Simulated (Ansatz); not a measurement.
## NiSi: 6 runs along one coordinate

System: NiSi (R3, 8 atoms in the cell).
Method: DFT r2SCAN, scalar-relativistic, plane waves, PAW, no spin polarisation (Ansatz 0.2.0).

The 6 runs differ only in the geometry, by a shift of atoms along one path in a fixed cell. The shift s is measured from run 4: Si1 moves along the Cartesian direction (0.58, 0.58, 0.58). The structure derives from an entry of the Crystallography Open Database.

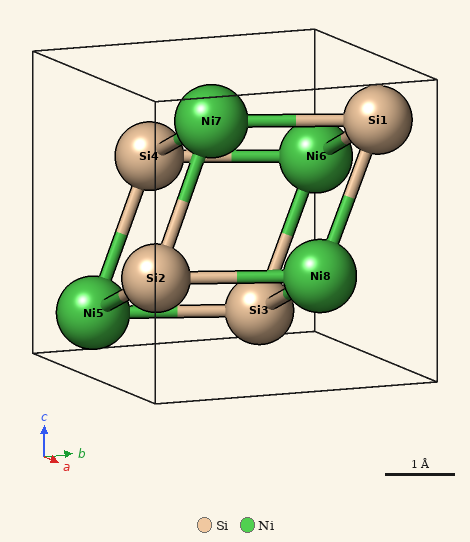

Figure 1. The structure of run 4 (ball-and-stick view of the cell of the calculation, seen slightly off an axis; atoms are numbered from 1 in the order of the input). An atom can appear more than once, as a periodic image.

**Input of run 4**
```yaml
crystal:
  lattice:
    - [4.4648149381, 0.0, 0.0]
    - [0.0, 4.4648149381, 0.0]
    - [0.0, 0.0, 4.4648149381]
  atoms:
    - { symbol: Si, position: [0.8533866104, 0.8533866104, 0.8533866104] }
    - { symbol: Si, position: [0.6530789461, 0.1530789461, 0.3469210539] }
    - { symbol: Si, position: [0.3469210539, 0.6530789461, 0.1530789461] }
    - { symbol: Si, position: [0.1530789461, 0.3469210539, 0.6530789461] }
    - { symbol: Ni, position: [0.1487251961, 0.1487251961, 0.1487251961] }
    - { symbol: Ni, position: [0.3512748039, 0.8512748039, 0.6487251961] }
    - { symbol: Ni, position: [0.6487251961, 0.3512748039, 0.8512748039] }
    - { symbol: Ni, position: [0.8512748039, 0.6487251961, 0.3512748039] }
basis:
  ecutwfc: 500
kpoints:
  mp_grid: { grid: [10, 10, 10] }
hamiltonian:
  xc: r2scan
scf:
  occupations: { method: gaussian, width: 0.15 }
output:
  forces: true
  stress: true
  eigenvalues: true
```

Command:
```bash
ansatz run input.yaml --threads 2 --pin off --max-ram 5120MiB --backend cpu --events-out ev --progress --plain --runs-dir out
```

Lattice vectors (Å) and fractional positions of run 4:
```
   4.464815    0.000000    0.000000
   0.000000    4.464815    0.000000
   0.000000    0.000000    4.464815
Si  0.853387  0.853387  0.853387
Si  0.653079  0.153079  0.346921
Si  0.346921  0.653079  0.153079
Si  0.153079  0.346921  0.653079
Ni  0.148725  0.148725  0.148725
Ni  0.351275  0.851275  0.648725
Ni  0.648725  0.351275  0.851275
Ni  0.851275  0.648725  0.351275
```

Run 2 differs from it as follows:
```diff
-    - { symbol: Si, position: [0.8533866104, 0.8533866104, 0.8533866104] }
+    - { symbol: Si, position: [0.8275243843, 0.8275243843, 0.8275243843] }
```

**Results, with one run withheld**

| run | shift s of Si1 (Å) | free energy per atom, from the lowest run given (meV) | pressure (GPa) | force along the path (eV/Å) |
| --- | --- | --- | --- | --- |
| 1 | −0.2500 | 28.77 | 1.63 | 2.458 |
| 2 | −0.2000 | ? | ? | ? |
| 3 | −0.1500 | 5.75 | 0.43 | 1.229 |
| 4 | 0.0000 | 0.00 | 0.01 | −0.636 |
| 5 | 0.1000 | 16.36 | 0.68 | −2.011 |
| 6 | 0.1500 | 31.29 | 1.32 | −2.778 |

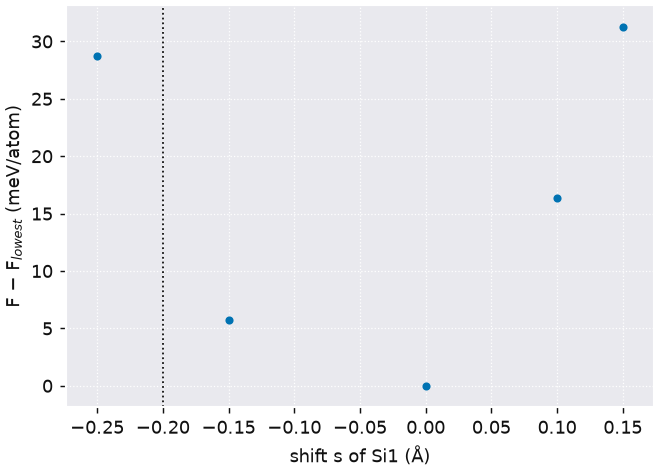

Figure 2. Free energy per atom of the runs given; the dotted line marks run 2.

Estimate the energy of run 2 from the others.

A cubic polynomial in the coordinate, fitted to the 5 runs given, misses them by at most 0.10 meV per atom. With x = s + 0.0300, it reads F = −1.7781 + 32.046 x + 812.01 x² + 161.15 x³ (meV per atom). At run 2 it gives 15.45 meV per atom, and the run itself gives 15.34. The slope of the fit gives a force −dF/ds of 1.841 eV/Å along the path (summed over the atoms that move), and the printed forces give 1.840 eV/Å. The fit has its minimum at s = −0.0498 Å.

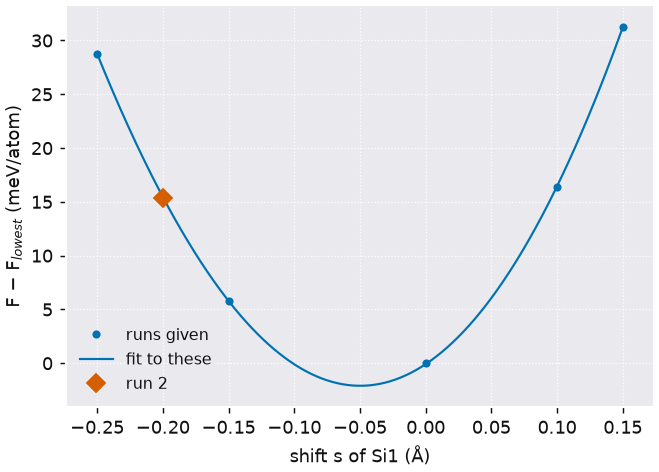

Figure 3. The fit and the withheld run.

**Output, shortened to warnings, some set-up lines, iterations and results (run 2)**
```
Basis set: ecut = 500 eV, 2301 PW (Γ), exchange–correlation on 144×144×144 points (64 copies of the dense FFT grid, shifted against one another)
Symmetry: 3 space group operations
k-points: 172 of 1000 (time reversal used)
Initial density: superposition of atomic densities (neutral atoms: chi_scale 0, normalization atom), corrected by the library's trained network
[...]
SCF iter   1: F=—  HF=-25940.001423 eV  |F-HF|=—  |Δ(HF+E_count)|=         —  Δρ=2.88e-2  dr2=5.96e-1  dr2_τ=2.45e-1  ethr=1.77e-3  ⟨swp⟩=7.3  Hψ=36329  notcnv=0
SCF iter   2: F=—  HF=-25940.286550 eV  |F-HF|=—  |Δ(HF+E_count)|=   2.85e-1  Δρ=1.95e-2  dr2=1.67e-1  dr2_τ=3.29e-3  ethr=6.78e-4  ⟨swp⟩=2.2  Hψ=16415  notcnv=0  defer=370
SCF iter   3: F=—  HF=-25940.249927 eV  |F-HF|=—  |Δ(HF+E_count)|=   3.66e-2  Δρ=8.28e-3  dr2=5.30e-2  dr2_τ=1.29e-4  ethr=1.90e-4  ⟨swp⟩=2.6  Hψ=17220  notcnv=0  defer=370
SCF iter   4: F=—  HF=-25940.243474 eV  |F-HF|=—  |Δ(HF+E_count)|=   6.45e-3  Δρ=4.50e-3  dr2=1.31e-2  dr2_τ=7.69e-5  ethr=6.02e-5  ⟨swp⟩=2.1  Hψ=12440  notcnv=0  defer=370
SCF iter   5: F=—  HF=-25940.242610 eV  |F-HF|=—  |Δ(HF+E_count)|=   8.64e-4  Δρ=2.83e-3  dr2=4.17e-3  dr2_τ=1.21e-5  ethr=1.49e-5  ⟨swp⟩=1.6  Hψ=11296  notcnv=0  defer=370
SCF iter   6: F=—  HF=-25940.242561 eV  |F-HF|=—  |Δ(HF+E_count)|=   4.88e-5  Δρ=8.32e-4  dr2=4.41e-4  dr2_τ=1.31e-5  ethr=4.74e-6  ⟨swp⟩=2.5  Hψ=13012  notcnv=0  defer=370
SCF iter   7: F=—  HF=-25940.242498 eV  |F-HF|=—  |Δ(HF+E_count)|=   6.29e-5  Δρ=3.92e-4  dr2=7.97e-5  dr2_τ=3.79e-7  ethr=5.01e-7  ⟨swp⟩=2.0  Hψ=12698  notcnv=0  defer=370
SCF iter   8: F=—  HF=-25940.242513 eV  |F-HF|=—  |Δ(HF+E_count)|=   1.53e-5  Δρ=1.10e-4  dr2=5.61e-6  dr2_τ=5.17e-8  ethr=9.06e-8  ⟨swp⟩=2.1  Hψ=14931  notcnv=0  defer=370
SCF iter   9: F=—  HF=-25940.242514 eV  |F-HF|=—  |Δ(HF+E_count)|=   7.20e-7  Δρ=2.65e-5  dr2=4.61e-7  dr2_τ=3.74e-9  ethr=6.38e-9  ⟨swp⟩=2.7  Hψ=15083  notcnv=0  defer=370
SCF iter  10: F=-25940.242514 eV  HF=-25940.242514 eV  |F-HF|=1.14e-8  |Δ(HF+E_count)|=   3.96e-8  Δρ=5.49e-6  dr2=2.39e-8  dr2_τ=4.25e-10  ethr=1.14e-10  ⟨swp⟩=10.4  …
SCF 1 converged in 10 iterations: F = -25940.242514 eV  dr2 = 2.39e-8
SCF converged after 10 iterations
Free energy (F): -25940.242514 eV
Harris-Foulkes:  -25940.242514 eV  (|F-HF|=1.14e-8)
Internal energy: -25940.215265 eV  (E = F + TS)
E sigma→0 (E₀):  -25940.228889 eV
Entropy (-TS):   -0.027249 eV (-3.406 meV/atom)
Fermi energy:    16.956631 eV
--- Per-component energies (eV) ---
  E_band       = -1249.428262
  E_kinetic    = 1319.176351
  E_local      = -17225.628413  (includes V_loc(G=0)·N_el)
  E_nonlocal   = 2663.972929
  E_hartree    = 7452.453551
  E_xc         = -531.684682
  E_vxc        = -685.282413  (∫ρ·V_xc dr)
  E_paw        = -8664.492724  (= ΣΔE_a)
  E_vpaw       = -2271.406003  (= ΣTr[D̂ρ^β])
  E_aug_tail   = 0.000953  (compensation charges beyond the density's cutoff)
  E_vtau       = 44.824894  (kinetic-family band-sum trace: ∫τ·v_τ [+ j·A + Jᵃ·Aᵃ] dr)
  E_ewald      = -10952.507223
  E_core_change = -1.506006  (= ΣΔE_core)
  E_smearing   = -0.027249  (= −TS)
  E_closure    = 0.000000  (closes the sum)
  Σ components = -25940.242514   (vs F -25940.242514, Δ=0.00e0)
--- Forces (eV/Å), atoms counted from 1 ---
  atom   1  Si     1.06246640     1.06246640     1.06246640
  atom   2  Si     0.02683566    -0.08364229    -0.13520784
  atom   3  Si    -0.13520784     0.02683566    -0.08364229
  atom   4  Si    -0.08364229    -0.13520784     0.02683566
  atom   5  Ni    -0.23394057    -0.23394057    -0.23394057
  atom   6  Ni    -0.48758626     0.01221411    -0.16113470
  atom   7  Ni    -0.16113470    -0.48758626     0.01221411
  atom   8  Ni     0.01221411    -0.16113470    -0.48758626
  max |Σ_I F_I| component: 4.52e-6 eV/Å
--- Stress (GPa, compression-positive) ---
        0.940325      -0.226200      -0.226200
       -0.226200       0.940325      -0.226200
       -0.226200      -0.226200       0.940325
  P = ⅓ Tr σ = 0.9403 GPa (9.403 kbar)
```

Notes: The run has no spin polarisation, so a magnetic state may lie lower.
